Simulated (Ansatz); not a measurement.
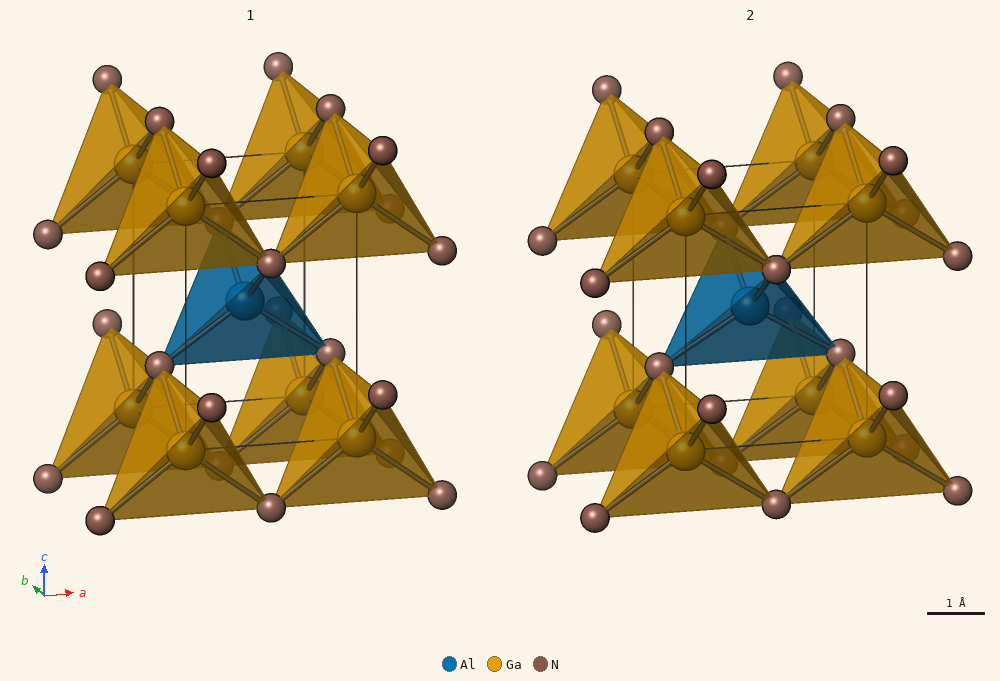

Two geometries of crystalline AlGaN2 (set up in P-4m2): one is the relaxed structure, the other was perturbed away from it. The picture is a polyhedral view of the cell of the calculation, seen slightly off an axis.

Theory: DFT r2SCAN, scalar-relativistic, plane waves, PAW (Ansatz 0.2.0). Settings: plane-wave cutoff 500 eV; k-point mesh 8 × 8 × 6; occupations gaussian; smearing width 0.02 eV; no spin polarisation.

**Which one is perturbed?**

Structure 2 is the perturbed one. Uniaxial strain along a, +6.0 %, is applied. The b and c axes and the atoms are relaxed. The energy rises by 34.3 meV per atom. Pressure: 0.0 GPa before, −5.4 GPa after. The principal stresses (compression positive) are −16.3 GPa along a and none across it. The drawn cell changes as follows: a 3.139 → 3.327 Å (+6.0 %), b 3.139 → 3.162 Å (+0.7 %), c 4.422 → 4.251 Å (−3.9 %); the volume changes by +2.6 %. The atom that moves furthest relative to the cell is an N atom (0.020 Å along +c). Largest moves by element: N 0.020 Å, Ga 0.016 Å, Al 0.014 Å. Near-neighbour distances before and after: Al–N 1.892 → 1.892 to 1.932 Å, Ga–N 1.948 → 1.952 to 1.985 Å. The space group (tolerance 0.01 Å) goes from P-4m2 (No. 115) to Pmm2 (No. 25).
